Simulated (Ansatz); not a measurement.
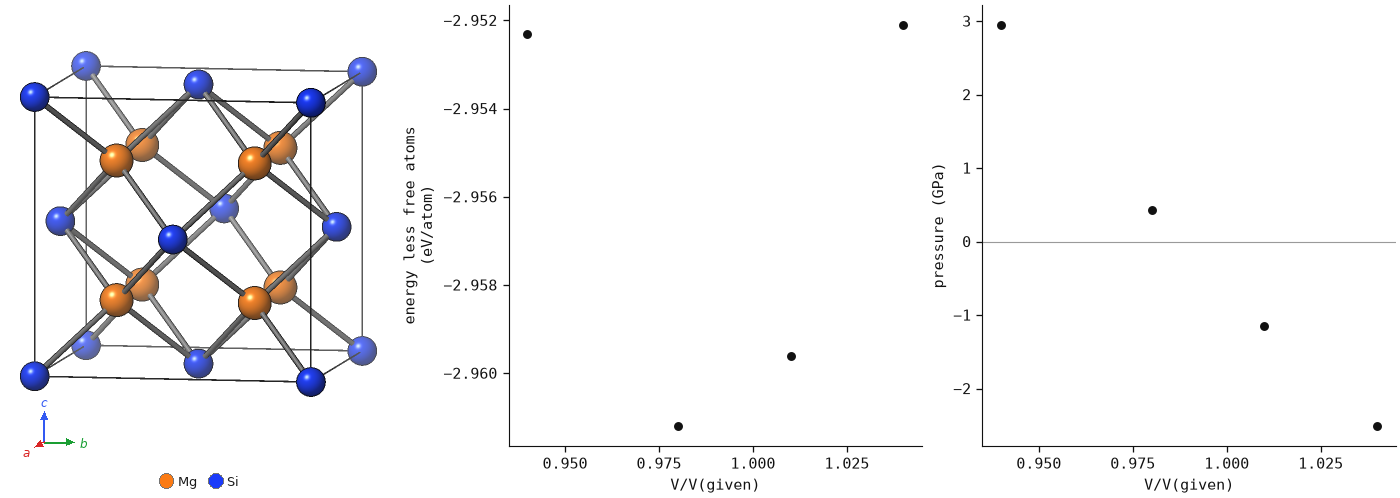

Caption: Energy less free atoms and pressure against V/V(given) for Mg₂Si, space group Fm-3m (No. 225). The conventional cell is drawn beside the plot.

V(given) is 21.74 Å³/atom.

The energy less free atoms is −2.9523 eV/atom at V/V(given) 0.94 and −2.9521 eV/atom at 1.04; the lowest computed point is at V/V(given) 0.98 (−2.9612 eV/atom). The pressure falls from 2.950 GPa at V/V(given) 0.94 to −2.511 GPa at 1.04, and changes sign near 0.99.

Method: periodic Kohn-Sham DFT of a crystal at fixed atoms, scaled to the stated factor times the given cell; pressure positive in compression, energy less spherical unpolarised free atoms (Ansatz 0.2.0). Level: PBE.

- method: all-electron LAPW
- relativity: scalar
- k mesh: 9×9×9
- occupations: Fermi–Dirac
- smearing width: 0.05 eV
- basis error target: 0.5 (meV/atom)
- nucleus: Gaussian

Cell as given: a = 4.518 Å, b = 4.518 Å, c = 4.518 Å, α = 60.00°, β = 60.00°, γ = 60.00°; 3 atoms.

Keep in mind: small gap, it may come from the mesh.

Input of one of the runs behind the figure:
```
crystal:
  lattice:
    - [0.0, 3.2056146959, 3.2056146959]
    - [3.2056146959, 0.0, 3.2056146959]
    - [3.2056146959, 3.2056146959, 0.0]
  atoms:
    - { symbol: Mg, position: [0.25, 0.25, 0.25] }
    - { symbol: Mg, position: [0.75, 0.75, 0.75] }
    - { symbol: Si, position: [0.0, 0.0, 0.0] }
kpoints:
  mp_grid: { grid: [9, 9, 9] }
  band_path:
    path:
      - [0.0, 0.0, 0.0]
      - [0.5, 0.0, 0.5]
      - [0.625, 0.25, 0.625]
      - [0.375, 0.375, 0.75]
      - [0.0, 0.0, 0.0]
      - [0.5, 0.5, 0.5]
      - [0.5, 0.25, 0.75]
      - [0.5, 0.0, 0.5]
    npoints: 5
scf:
  occupations: { method: fermi_dirac, width: 0.05 }
hamiltonian:
  xc: pbe
  pseudopotentials: { kind: all_electron, lapw: { basis_error: 0.0005 } }
output:
  forces: true
  stress: true
  eigenvalues: true
```

Command:
```bash
ansatz run input.yaml --threads 1 --pin off --max-ram 4096MiB --backend cpu --events-out ev --progress --plain --runs-dir out
```
